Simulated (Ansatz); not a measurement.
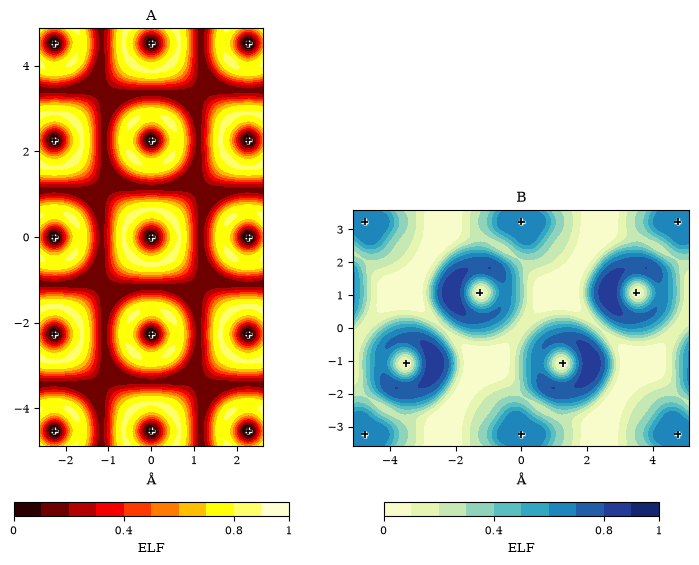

The electron localisation function of 2 systems, each on a plane through atoms (crosses mark nuclei in the plane).

All numbers below come from Ansatz, DFT LDA, scalar-relativistic, plane waves, PAW.

System 1: PtSe₂, the (110) plane of the conventional cell. Space group P-3m1.

```
CELL_PARAMETERS angstrom
3.74145 0.00000 0.00000
-1.87073 3.24019 0.00000
0.00000 0.00000 4.76380
ATOMIC_POSITIONS crystal
Pt 0.00000 0.00000 0.00000
Se 0.33333 0.66667 0.26450
Se 0.66667 0.33333 0.73550
```

System 2: ZrN, the (100) plane of the conventional cell. Space group Fm-3m; computed without spin polarisation.

```cif
data_structure
_symmetry_space_group_name_H-M 'P 1'
_symmetry_Int_Tables_number 1
_cell_length_a 4.5246
_cell_length_b 4.5246
_cell_length_c 4.5246
_cell_angle_alpha 90.000
_cell_angle_beta 90.000
_cell_angle_gamma 90.000
_cell_volume 92.62
loop_
_atom_site_label
_atom_site_type_symbol
_atom_site_fract_x
_atom_site_fract_y
_atom_site_fract_z
_atom_site_occupancy
Zr1 Zr 0.00000 0.00000 0.00000 1
Zr2 Zr 0.50000 0.50000 0.00000 1
Zr3 Zr 0.50000 0.00000 0.50000 1
Zr4 Zr 0.00000 0.50000 0.50000 1
N1 N 0.50000 0.00000 0.00000 1
N2 N 0.00000 0.50000 0.00000 1
N3 N 0.00000 0.00000 0.50000 1
N4 N 0.50000 0.50000 0.50000 1
```

Which map belongs to which system?

Panel A is system 2, ZrN: the plane holds Zr and N. Zr–N (2.26 Å): the ELF peaks at about 0.80 in the valence shell of N, 0.7 Å from its nucleus, and drops to about 0.15 between the two atoms (no localised pair shows between them). Panel B is system 1, PtSe₂: the plane holds Pt and Se. Pt–Se (2.50 Å): the ELF is about 0.50 at the midpoint.
